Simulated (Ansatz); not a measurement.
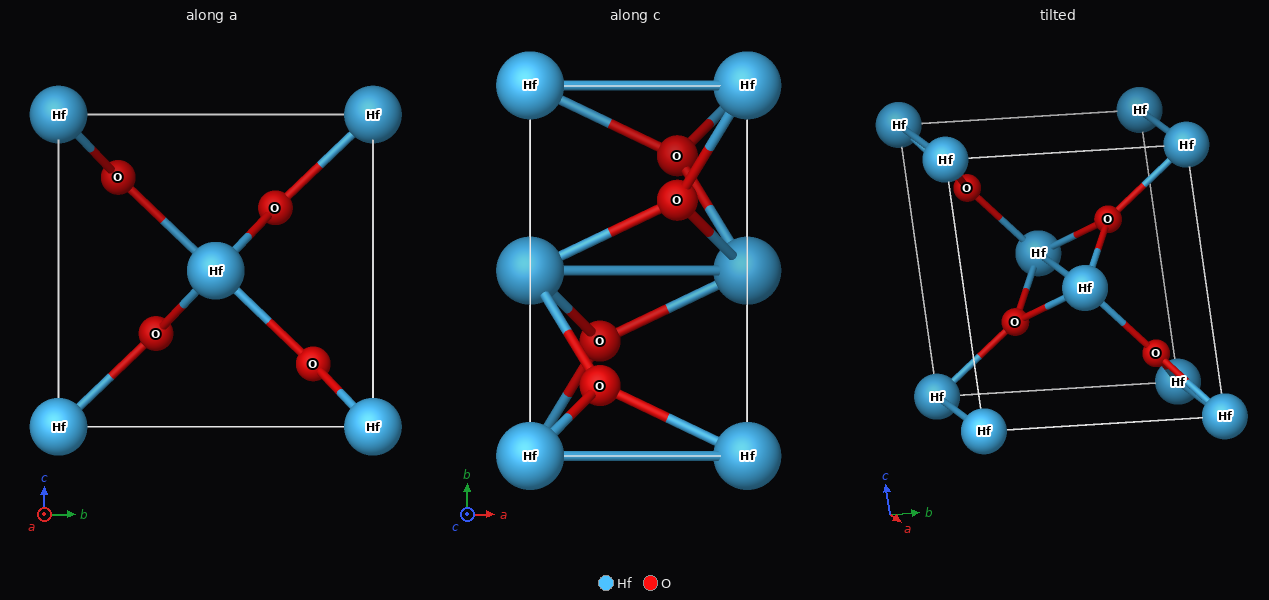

A ball-and-stick rendering, viewed along the a axis, along the c axis and slightly off an axis. The parallelepiped is the conventional unit cell. Cell: a = 3.209 Å, b = 4.789 Å, c = 5.438 Å, α = 90.00°, β = 119.02°, γ = 90.00°.

Explain the picture.

Its composition is HfO2. Space group P2_1/c (No. 14), lattice primitive monoclinic. Content of the cell: 2 Hf, 4 O (Z = 2). Numbers of contacts at bonding distance: Hf 8 and O 3. Not all metal-metal contacts are counted.

The model was built from a structure listed in the Materials Project. The cell was then strained or its atoms displaced on purpose. Ansatz was used for an electronic-structure calculation on it.
